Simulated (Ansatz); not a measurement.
Consider Cu.

Space group I4/mmm; the calculation finds a residual pressure of about 7 GPa at this fixed cell. This isn't the usual form at ambient conditions. The cell comes from a database of computed structures, not from a measurement.

The calculation's input:

```
crystal:
  lattice:
    - [-1.44279332, 1.44279332, 1.37608145]
    - [1.44279332, -1.44279332, 1.37608145]
    - [1.44279332, 1.44279332, -1.37608145]
  atoms:
    - { symbol: Cu, position: [0.0, 0.0, 0.0] }
basis:
  ecutwfc: 420
  fft_grid_basis: typed
kpoints:
  mp_grid: { grid: [16, 16, 16] }
hamiltonian:
  xc: pbe
scf:
  occupations: { method: gaussian, width: 0.05 }
output:
  forces: true
  stress: true
  eigenvalues: true
  bader: true
  write_density: true
  volumetric_format: npy
  elf: true
```

Launched as:

```sh
ansatz run input.yaml --threads 1 --pin off --max-ram 2560MiB --backend cpu --events-out ev --progress --plain --runs-dir out
```

The picture shows the conventional cell (a = 2.89 Å, b = 2.89 Å, c = 2.75 Å, α = 90.00°, β = 90.00°, γ = 90.00°).

The calculation used DFT PBE, scalar-relativistic, plane waves, PAW (Ansatz).

> Predict the deformation density (crystal less neutral atoms): where will charge gather?

Cu–Cu (2.46 Å): Δρ is +0.04 e/Å³ at the midpoint.
- Over the whole cell, outside the masked cores, the largest gain, 0.04 e/Å³, lies 1.5 Å from a copper nucleus, and the largest loss lies at the edge of the masked core of Cu.
- In all about 0.26 e an atom is rearranged against the free atoms.

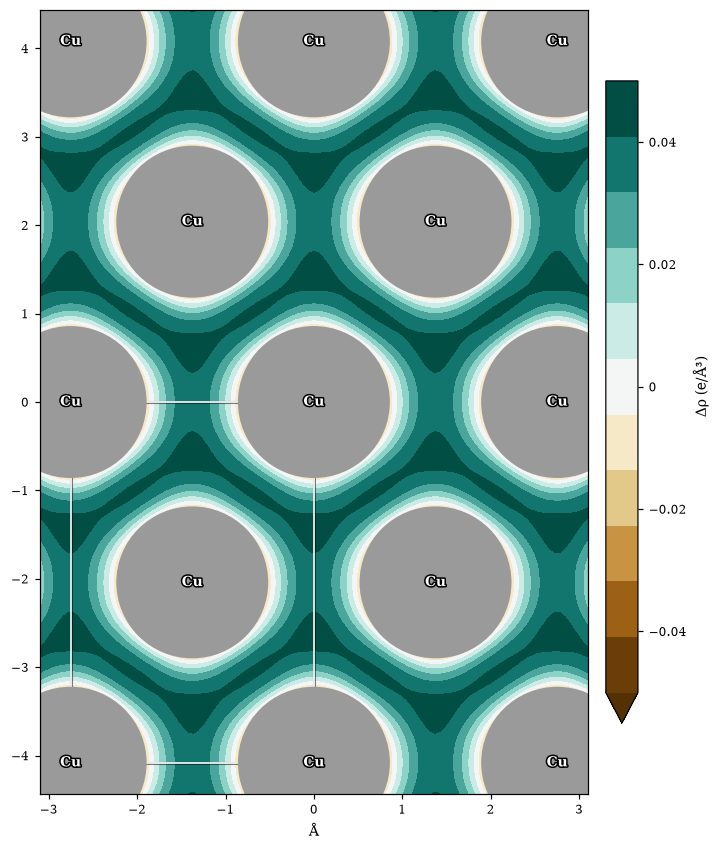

Computed deformation density: a map on the (11̄0) plane of the conventional cell, with grey discs over the atomic cores.

Cores are masked to 0.9 Å (Cu).

In a PAW calculation such maps are meaningful between the atoms, not at the nuclei.

Cost of the run: 20 s on 1 thread of Arm Neoverse N1, on a shared host, peak memory 0.34 GiB.
